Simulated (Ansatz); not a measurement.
C₁₂H (charge +1): single-point calculation

C₁₂H (defect cell, 13 atoms in the cell, total charge +1), computed with DFT LDA, scalar-relativistic, plane waves, PAW, PAW set soft_1, no spin polarisation (Ansatz 0.2.0).

The structure derives from an entry of the Crystallography Open Database. Figures and captions count atoms from 1; the log counts them from 0 in places.

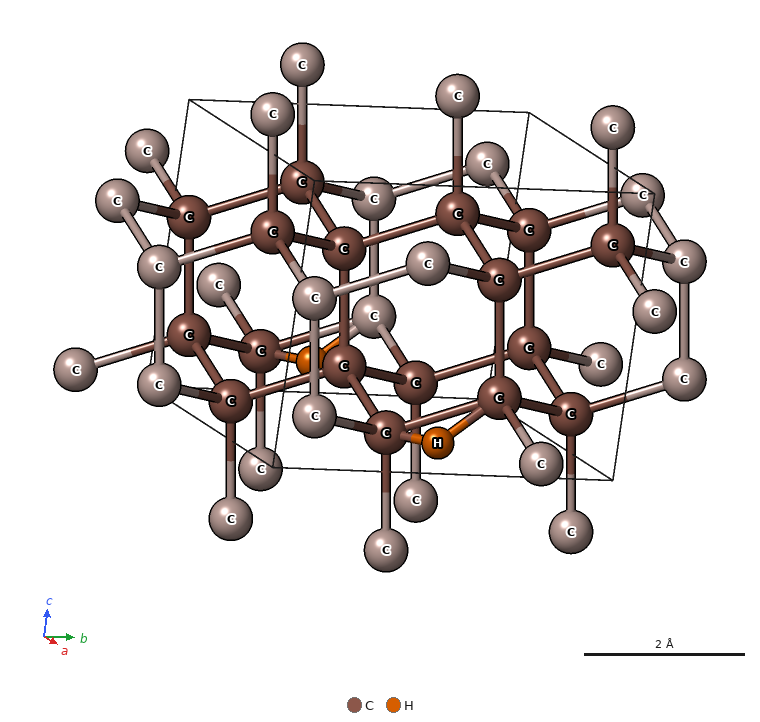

*The structure as given in the input (ball-and-stick view of the cell of the calculation, seen slightly off an axis; neighbours outside the cell are drawn fainter).*

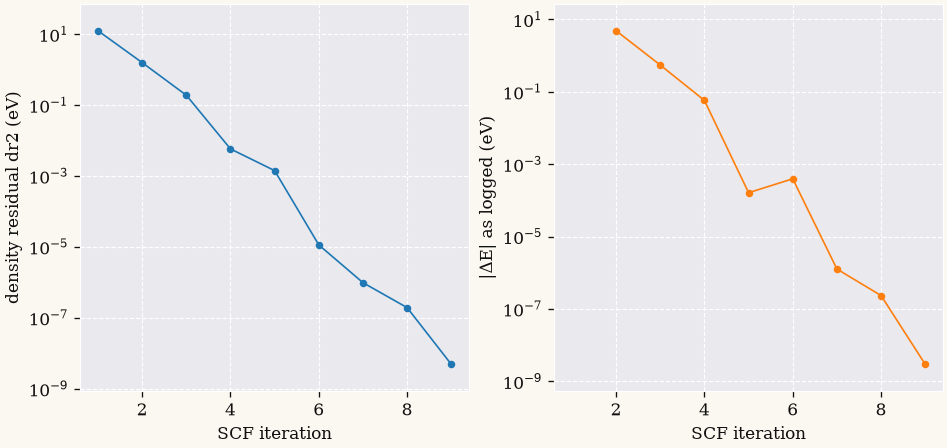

*Convergence of the self-consistent field: density residual dr2 and size of the energy change against the SCF iteration.*

The residual falls at every step.

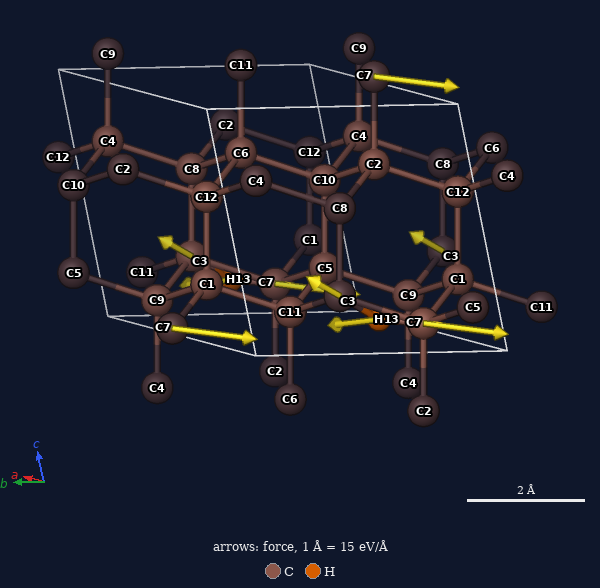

*Forces on the atoms as yellow arrows (ball-and-stick view of the cell of the calculation, seen at an oblique angle; neighbours outside the cell are drawn fainter; atoms are numbered from 1 in the order of the input); the smallest are left out.*

The largest act on C7 (23.61 eV/Å); H13 (18.54 eV/Å); C3 (11.90 eV/Å). The geometry is not a stationary point of this energy.

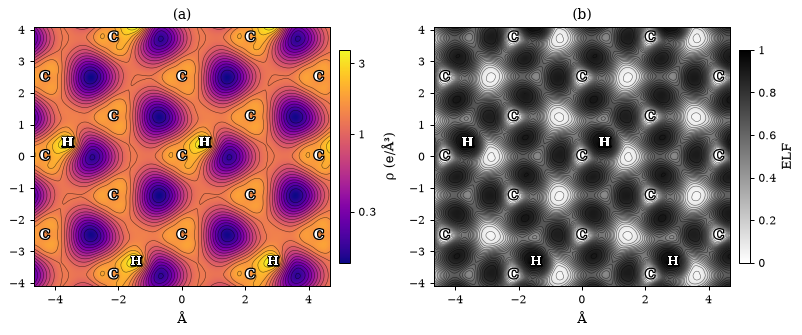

*(a) valence charge density (pseudo); (b) electron localisation function on the (001) plane of the calculation cell.*

The section cuts through C and H sites. C–H (0.83 Å): ρ is about 2.6 e/Å³ halfway; the ELF climbs to about 0.95 towards the hydrogen. Away from the nuclei the density in this plane falls to 0.14 e/Å³ at its lowest. The fields are those of the smooth PAW valence density.

The input and output of the run follow.

Input file:
```yaml
crystal:
  lattice:
    - [1.765748987, -3.531497974, -1.765748987]
    - [3.531497974, -1.765748987, 1.765748987]
    - [-1.765748987, -3.531497974, 1.765748987]
  atoms:
    - { symbol: C, position: [0.25, 1.0, 0.25] }
    - { symbol: C, position: [0.0833333333, 0.3333333333, 0.75] }
    - { symbol: C, position: [0.9166666667, 0.6666666667, 0.25] }
    - { symbol: C, position: [0.75, 1.0, 0.75] }
    - { symbol: C, position: [0.5833333333, 0.3333333333, 0.25] }
    - { symbol: C, position: [0.4166666667, 0.6666666667, 0.75] }
    - { symbol: C, position: [0.9583333333, 0.3333333333, 0.125] }
    - { symbol: C, position: [0.7916666667, 0.6666666667, 0.625] }
    - { symbol: C, position: [0.625, 1.0, 0.125] }
    - { symbol: C, position: [0.4583333333, 0.3333333333, 0.625] }
    - { symbol: C, position: [0.2916666667, 0.6666666667, 0.125] }
    - { symbol: C, position: [0.125, 1.0, 0.625] }
    - { symbol: H, position: [1.0694444444, 0.4444444444, 0.125] }
total_charge: 1
basis:
  ecutwfc: 420
kpoints:
  mp_grid: { grid: [6, 6, 6] }
hamiltonian:
  xc: lda
  pseudopotentials: { kind: paw, azcp: { folder: soft_1 } }
scf:
  occupations: { method: gaussian, width: 0.05 }
output:
  forces: true
  stress: true
  eigenvalues: true
  write_density: true
  write_potential: true
  elf: true
  volumetric_format: npy
```

Launched with:
```bash
ansatz run input.yaml --threads 4 --pin off --max-ram 8192MiB --backend cpu --events-out ev --progress --plain --runs-dir out
```

Log:
```
Warning: [file] the record states the generating functional pbe (its physics header spells it `PBE`), which answers neither for hamiltonian.xc's functional nor for the lda family's — results may be inconsistent (PPs are generated against a specific XC)
Warning: [file] the record states the generating functional pbe (its physics header spells it `PBE`), which answers neither for hamiltonian.xc's functional nor for the lda family's — results may be inconsistent (PPs are generated against a specific XC)
Engine: ansatz 0.2.0, x86_64-unknown-linux-gnu
Pseudopotentials: kind: paw
Pseudopotential: C, paw, valence charge 4, recommended cutoff 420 eV (normal), [file]
Pseudopotential: H, paw, valence charge 1, recommended cutoff 420 eV (normal), [file]
Functional definition: SPW92
  exchange = slater_x
  correlation = pw_c
Crystal: 13 atoms, lattice volume = 66.064 Å³
Basis set: ecut = 420 eV, 1273 PW (Γ)
Bands: 37, of which v1, the nominal top of the filled ones, is band 24 counted from 1 (23 counted from 0)
Symmetry: 1 space group operations
Space group: P1 (ITA 1), of the structure as read, at distance tolerance 4.0e-5 Å
k-points: 112 of 216 (time reversal used)
Non-local potential: C, projectors of the file, l = 0: 2, l = 1: 2, l = 2: 1
Non-local potential: H, projectors of the file, l = 0: 2, l = 1: 1
PAW form: soft (Blöchl's): semilocal exchange-correlation on the pseudo side does not see the compensation charge
PAW frozen core: C, regenerated for the run's functional, and the local potential with it (the file was generated under x = pbe(κ = 0.804, μ = 0.2195149727645171), c = pbe(β = 0.06672455060314922))
PAW one-centre angular grid: C, 110 points (default); XC on 64 Gauss nodes
PAW one-centre angular grid: H, 110 points (default); XC on 64 Gauss nodes
Initial density: superposition of atomic densities (chi_scale 0.1, normalization cell, long waves kept (reshape's long-wave potential 0.03 eV rms))
Initial wavefunctions: pseudopotential atomic-orbital guess
Functional: x = slater, c = lda
SCF iter   1: F=—  HF=-2943.912034 eV  |F-HF|=—  |Δ(HF+E_count)|=         —  Δρ=1.64e-1  dr2=1.25e1  ethr=3.10e-3  ⟨swp⟩=6.0  Hψ=19281  notcnv=0  defer=173
preconditioner: auto → none  [insulator: Δε(μ)=4.347 eV  Ē_g=17.726 eV  σ=0.050 eV  W_gap=1.00  n_scr=16 (ndim 8)  ℏωp=31.7 eV  f_vac=0.000  D(μ)=0.00/eV (n_scr^D=0)  ε∞_Penn≈4.2]
SCF iter   2: F=—  HF=-2939.049945 eV  |F-HF|=—  |Δ(HF+E_count)|=    4.86e0  Δρ=6.19e-2  dr2=1.58e0  ethr=3.10e-3  ⟨swp⟩=3.0  Hψ=9060  notcnv=0  defer=788
SCF iter   3: F=—  HF=-2938.501207 eV  |F-HF|=—  |Δ(HF+E_count)|=   5.49e-1  Δρ=1.61e-2  dr2=1.90e-1  ethr=3.10e-3  ⟨swp⟩=2.5  Hψ=6802  notcnv=0  defer=788
SCF iter   4: F=—  HF=-2938.443410 eV  |F-HF|=—  |Δ(HF+E_count)|=   5.78e-2  Δρ=4.82e-3  dr2=5.81e-3  ethr=3.97e-4  ⟨swp⟩=3.0  Hψ=7142  notcnv=0  defer=793
SCF iter   5: F=—  HF=-2938.443247 eV  |F-HF|=—  |Δ(HF+E_count)|=   1.63e-4  Δρ=1.32e-3  dr2=1.42e-3  ethr=1.21e-5  ⟨swp⟩=2.2  Hψ=6161  notcnv=0  defer=793
SCF iter   6: F=—  HF=-2938.442852 eV  |F-HF|=—  |Δ(HF+E_count)|=   3.95e-4  Δρ=1.56e-4  dr2=1.14e-5  ethr=2.96e-6  ⟨swp⟩=2.0  Hψ=5391  notcnv=0  defer=793
SCF iter   7: F=—  HF=-2938.442851 eV  |F-HF|=—  |Δ(HF+E_count)|=   1.27e-6  Δρ=6.36e-5  dr2=9.81e-7  ethr=2.38e-8  ⟨swp⟩=2.0  Hψ=6206  notcnv=0  defer=793
SCF iter   8: F=—  HF=-2938.442851 eV  |F-HF|=—  |Δ(HF+E_count)|=   2.35e-7  Δρ=2.36e-5  dr2=1.94e-7  ethr=2.08e-10  ⟨swp⟩=17.4  Hψ=35448  notcnv=0
SCF iter   9: F=-2938.442851 eV  HF=-2938.442851 eV  |F-HF|=1.11e-9  |Δ(HF+E_count)|=   2.96e-9  Δρ=4.10e-6  dr2=4.89e-9  ethr=2.08e-10  ⟨swp⟩=8.6  Hψ=21648  notcnv=0
SCF 1 converged in 9 iterations: F = -2938.442851 eV  dr2 = 4.89e-9
  greatest PAW one-centre occupation: 0.675 electrons in one spin orbital (limit 2), on the C atom at site 6 (counted from 0), in its partial waves of l = 0
SCF converged after 9 iterations
Free energy (F): -2938.442851 eV
Harris-Foulkes:  -2938.442851 eV  (|F-HF|=1.11e-9)
Internal energy: -2938.442851 eV  (E = F + TS)
E sigma→0 (E₀):  -2938.442851 eV
Fermi energy:    15.578643 eV
--- Per-component energies (eV) ---
  E_band       = 208.187520
  E_kinetic    = 1094.519377
  E_local      = -681.710956  (includes V_loc(G=0)·N_el)
  E_nonlocal   = 288.319174
  E_hartree    = 159.707306
  E_xc         = -571.541079
  E_vxc        = -707.978180  (∫ρ·V_xc dr)
  E_paw        = -1111.468424  (= ΣΔE_a)
  E_vpaw       = -104.374952  (= ΣTr[D̂ρ^β])
  E_aug_tail   = -0.001488  (compensation charges beyond the density's cutoff)
  E_ewald      = -2117.020750
  E_core_change = 0.753990  (= ΣΔE_core)
  E_smearing   = -0.000000  (= −TS)
  E_closure    = -0.000000  (closes the sum)
  E_deformation_potential = 22.691671  (in the stress; not in F)
  Σ components = -2938.442851   (vs F -2938.442851, Δ=0.00e0)
--- Forces (eV/Å), atoms counted from 1 ---
  atom   1  C     -0.99423581    -0.56996775    -0.08068453
  atom   2  C      0.51052745     0.88169264    -0.72188264
  atom   3  C      4.06328855    -4.46447032    10.25078355
  atom   4  C      0.41354043     0.25692364    -0.31956765
  atom   5  C     -0.23974869    -0.53853940     0.86356792
  atom   6  C      0.26318585     0.31013967    -0.16708976
  atom   7  C    -16.50575892    16.76834691    -1.99889480
  atom   8  C     -0.77329844    -0.09882916     0.03132789
  atom   9  C      0.17718484     0.60901148    -0.83866761
  atom  10  C     -0.05950679    -0.26980906    -0.01232756
  atom  11  C      1.16848648    -0.59837188    -0.46053177
  atom  12  C     -0.25361521    -0.16901747     0.33180312
  atom  13  H     12.22992941   -12.11708908    -6.87781086
  max |Σ_I F_I| component: 2.53e-5 eV/Å
--- Stress (GPa, compression-positive) ---
       43.623036     -24.285126       7.555466
      -24.285126      43.723765      -7.119275
        7.555466      -7.119274      35.375898
  P = ⅓ Tr σ = 40.9076 GPa (409.076 kbar)
--- Band table (eV; the first three rows and the last of 112) ---
  k-point 0: bands = ["-9.4664", "-4.8238", "-1.3877", "-0.5404", "-0.0989", "0.0308", "0.0986", "1.3124", "2.0434", "2.1313", "2.9187", "3.7919", "4.0613", "5.5257", "5.9056", "7.5247", "7.6296", "8.5763", "9.1108", "10.2866", "10.7550", "13.4577", "13.7551", "13.8221", "18.3042", "19.0731", "19.1914", "19.9139", "20.4265", "21.5280", "22.1182", "22.4640", "22.5518", "22.9910", "23.6549", "24.1811", "25.8154"]
  k-point 1: bands = ["-9.3552", "-5.0094", "-2.3457", "-0.4829", "-0.0842", "-0.0157", "1.0214", "1.7972", "2.2118", "2.2508", "2.5047", "3.9549", "4.6104", "5.2504", "5.3535", "7.8513", "8.1993", "8.4852", "8.6322", "10.3722", "10.8626", "12.4525", "13.2582", "13.4838", "18.5466", "19.4389", "19.8761", "20.5347", "20.9148", "21.0882", "21.3091", "22.0019", "22.2020", "22.9110", "25.0020", "25.4774", "25.7440"]
  k-point 2: bands = ["-9.0914", "-5.5098", "-3.0654", "-0.4652", "-0.1143", "-0.0227", "1.0597", "1.8492", "2.6612", "2.8486", "3.5252", "4.1093", "4.2115", "5.5787", "6.0021", "7.3517", "7.7193", "8.6383", "8.9887", "9.9661", "10.6445", "11.1596", "12.7030", "12.8261", "18.6736", "19.9495", "20.3029", "20.5042", "21.0968", "22.0250", "22.0779", "22.3792", "22.6381", "22.7198", "23.8326", "24.0632", "26.1419"]
  k-point 111: bands = ["-8.5101", "-5.0601", "-3.5947", "-2.8147", "-2.0834", "-0.2579", "0.5044", "1.0429", "3.4386", "4.8954", "5.1704", "6.1122", "6.4845", "6.5392", "7.1946", "7.2537", "8.5661", "8.8399", "9.4520", "10.0038", "10.2682", "10.3963", "10.8780", "10.9177", "17.8120", "18.4840", "19.5851", "19.6204", "20.7391", "21.6256", "21.8381", "22.1963", "23.0145", "23.1586", "23.6331", "24.1846", "24.7584"]
```

Results in brief:

| quantity | value |
| --- | --- |
| outcome | converged |
| electrons treated | 48 |
| free energy | −2938.4429 eV |
| Fermi energy | 15.579 eV |
| gap on the k-point mesh | 3.51 eV |
| pressure | 40.91 GPa |
| largest force (length of the vector) | 23.614 eV/Å |
| hardware | 4 threads of AMD EPYC (Zen 5), 32 GiB of memory available, shared host |
| wall time | 3.5 s (CPU time 13 s) |
| peak memory | 0.55 GiB |

Remarks:

Warnings of the run: the PAW datasets were made with another functional.
